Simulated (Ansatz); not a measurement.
## MoS$_{2}$: single-point calculation (part 3 of 3)

MoS$_{2}$ (slab, 15 atoms in the cell); DFT PBEsol, scalar-relativistic, plane waves, PAW, no spin polarisation (Ansatz 0.2.0); cutoff 420 eV, 9×9×1 k-mesh, Gaussian smearing of 0.05 eV. The structure derives from an entry of the Crystallography Open Database. It belongs to a series of runs on one base structure; here: field: 1.5.

Geometry of the input (Å; fractional positions):
```
3.1414  0.0000  0.0000
-1.5707  2.7206  0.0000
0.0000  0.0000  43.2758
S  0.3333  0.6667  0.1733
Mo 0.6667  0.3333  0.2093
S  0.3333  0.6667  0.2454
S  0.6667  0.3333  0.3186
Mo 0.3333  0.6667  0.3547
S  0.6667  0.3333  0.3907
S  0.3333  0.6667  0.4640
Mo 0.6667  0.3333  0.5000
S  0.3333  0.6667  0.5360
S  0.6667  0.3333  0.6093
Mo 0.3333  0.6667  0.6453
S  0.6667  0.3333  0.6814
S  0.3333  0.6667  0.7546
Mo 0.6667  0.3333  0.7907
S  0.3333  0.6667  0.8267
```

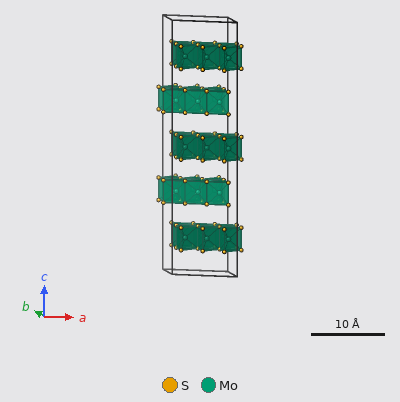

Figure 1. The structure (polyhedral view of the 3 × 2 repeat of the cell, with the vacuum cut short, seen slightly off an axis; polyhedra are completed across the faces of the cell). An atom can appear more than once, as a periodic image.

Log, continued:
```
--- Per-component energies (eV) ---
  E_band       = -1376.783528
  E_kinetic    = 3283.138393
  E_local      = -112908.515144  (includes V_loc(G=0)·N_el)
  E_nonlocal   = 1007.177550
  E_hartree    = 55019.817145
  E_xc         = -1878.865719
  E_vxc        = -2023.479083  (∫ρ·V_xc dr)
  E_paw        = -21559.596229  (= ΣΔE_a)
  E_vpaw       = -773.724437  (= ΣTr[D̂ρ^β])
  E_aug_tail   = 0.000151  (compensation charges beyond the density's cutoff)
  E_efield     = -2.054844  (sawtooth field / dipole correction)
  E_vefield    = -1.010721  (∫n·V_field dr)
  E_ewald      = 43684.904494
  E_core_change = 1.665990  (= ΣΔE_core)
  E_smearing   = -0.003466  (= −TS)
  E_closure    = 0.000000  (closes the sum)
  Σ components = -33352.331679   (vs F -33352.331679, Δ=0.00e0)
--- Forces (eV/Å), atoms counted from 1 ---
  atom   1  S     -0.00000000    -0.00000000     0.05899202
  atom   2  Mo    -0.00000000    -0.00000000    -0.10667124
  atom   3  S     -0.00000000    -0.00000000     0.00083830
  atom   4  S      0.00000000     0.00000000     0.01212220
  atom   5  Mo    -0.00000000     0.00000000    -0.03822500
  atom   6  S      0.00000000     0.00000000     0.02345631
  atom   7  S     -0.00000000    -0.00000000     0.01640751
  atom   8  Mo    -0.00000000    -0.00000000    -0.03786649
  atom   9  S     -0.00000000    -0.00000000     0.02176959
  atom  10  S      0.00000000     0.00000000     0.01724832
  atom  11  Mo     0.00000000     0.00000000    -0.01916174
  atom  12  S      0.00000000     0.00000000     0.02013733
  atom  13  S     -0.00000000    -0.00000000     0.08626036
  atom  14  Mo    -0.00000000     0.00000000    -0.08944971
  atom  15  S     -0.00000000    -0.00000000     0.03501851
  max |Σ_I F_I| component: 8.76e-4 eV/Å
--- Stress (GPa, compression-positive) ---
        0.743016      -0.000000       0.000000
       -0.000000       0.743016      -0.000000
        0.000000      -0.000000       0.431119
  P = ⅓ Tr σ = 0.6391 GPa (6.391 kbar)
--- Band table (eV; the first three rows and the last of 12) ---
  k-point 0: bands = ["-55.9024", "-55.4862", "-55.0989", "-54.7130", "-54.1449", "-30.1038", "-29.8499", "-29.8499", "-29.6931", "-29.4281", "-29.4281", "-29.3057", "-29.0409", "-29.0409", "-28.9210", "-28.6542", "-28.6542", "-28.3577", "-28.0817", "-28.0817", "-9.4933", "-9.0346", "-8.6445", "-8.2533", "-8.1417", "-7.6652", "-7.6465", "-7.2723", "-6.8735", "-6.2503", "-1.1575", "-0.6426", "-0.2273", "0.2058", "0.8788", "2.1587", "2.1587", "2.4794", "2.5964", "2.5964", "2.9841", "2.9841", "3.1454", "3.3128", "3.3128", "3.3718", "3.3718", "3.6843", "3.7532", "3.7532", "3.9580", "3.9580", "4.1411", "4.1411", "4.2181", "4.5284", "4.5284", "4.6896", "5.0927", "5.1160", "5.1160", "5.4491", "5.8259", "6.2290", "6.7842", "7.4561", "7.6403", "7.6403", "7.9177", "7.9177", "8.0995", "8.0995", "8.3694", "8.3694", "8.4888", "8.4888", "8.7578", "8.7578", "8.8769", "8.8769"]
  k-point 1: bands = ["-55.8971", "-55.4809", "-55.0937", "-54.7078", "-54.1397", "-30.0934", "-29.9020", "-29.8617", "-29.6828", "-29.4801", "-29.4398", "-29.2954", "-29.0929", "-29.0526", "-28.9107", "-28.7062", "-28.6659", "-28.3474", "-28.1337", "-28.0935", "-9.3007", "-8.8422", "-8.4521", "-8.0635", "-8.0565", "-7.5842", "-7.4560", "-7.1921", "-6.7939", "-6.1726", "-0.9449", "-0.4338", "-0.0197", "0.4123", "1.0854", "1.7510", "2.0253", "2.1926", "2.3578", "2.5693", "2.5932", "2.7968", "2.9633", "3.0065", "3.0205", "3.1846", "3.4426", "3.4613", "3.5586", "3.5724", "3.6086", "3.8492", "4.0872", "4.0966", "4.1582", "4.2370", "4.4245", "4.6911", "4.8259", "5.0084", "5.2188", "5.5139", "5.7640", "6.0633", "6.5800", "7.2621", "7.5157", "7.6931", "7.8193", "7.9208", "7.9676", "7.9677", "8.1627", "8.3096", "8.3566", "8.4122", "8.5527", "8.6984", "8.7535", "8.8004"]
  k-point 2: bands = ["-55.8837", "-55.4675", "-55.0803", "-54.6944", "-54.1263", "-30.0672", "-30.0319", "-29.8913", "-29.6566", "-29.6100", "-29.4695", "-29.2692", "-29.2227", "-29.0823", "-28.8846", "-28.8360", "-28.6956", "-28.3213", "-28.2633", "-28.1230", "-8.7758", "-8.3190", "-7.9299", "-7.8326", "-7.5379", "-7.3650", "-6.9819", "-6.9305", "-6.5759", "-5.9614", "-0.5161", "-0.0318", "0.3702", "0.7879", "1.0064", "1.2191", "1.4353", "1.4833", "1.7305", "1.8733", "2.1284", "2.2745", "2.4238", "2.5506", "2.8618", "2.8640", "2.8883", "3.1808", "3.2551", "3.3232", "3.4305", "3.6426", "3.7110", "3.9297", "4.0962", "4.1675", "4.2310", "4.3897", "4.6096", "4.6921", "4.8090", "5.0172", "5.3276", "5.5303", "5.9938", "6.8679", "7.3049", "7.3850", "7.6547", "7.7576", "7.9204", "8.1466", "8.1549", "8.3512", "8.5142", "8.5369", "8.5681", "8.5782", "8.8644", "9.0209"]
  k-point 11: bands = ["-55.8514", "-55.4352", "-55.0480", "-54.6621", "-54.0941", "-30.1758", "-30.1257", "-30.0036", "-29.7536", "-29.7037", "-29.5933", "-29.3664", "-29.3165", "-29.2059", "-28.9797", "-28.9298", "-28.8213", "-28.4067", "-28.3570", "-28.2582", "-7.2167", "-7.0867", "-6.7222", "-6.6652", "-6.3328", "-6.2780", "-5.9457", "-5.8878", "-5.3964", "-5.2221", "-0.8376", "-0.3861", "0.0027", "0.0060", "0.3919", "0.4413", "0.5453", "0.8308", "0.9885", "1.0052", "1.1396", "1.2207", "1.3944", "1.5215", "1.7871", "1.8223", "1.8533", "1.9246", "2.2315", "2.3318", "2.3987", "2.6181", "2.6532", "2.8439", "3.0933", "3.1528", "3.4893", "3.5620", "3.9232", "4.4594", "4.7649", "5.2022", "5.5904", "5.9799", "6.5730", "6.5964", "7.0186", "7.4062", "7.6544", "7.7924", "8.1836", "8.3665", "8.4312", "8.6042", "8.8666", "9.0426", "9.2552", "9.6460", "9.7155", "9.8429"]
```

Key numbers:

- outcome: converged
- electrons treated: 130
- free energy: −33352.3317 eV
- Fermi energy: 6.616 eV
- gap on the k-point mesh: none (metallic)
- largest force (length of the vector): 0.107 eV/Å
- hardware: 2 threads of AMD EPYC (Zen 3), 144 GiB of memory available, shared host
- wall time: 3.3 min (CPU time 6.5 min)
- peak memory: 1.2 GiB

Notes:

Notes on the run: the density in the vacuum is higher than it should be, so vacuum levels may be off.
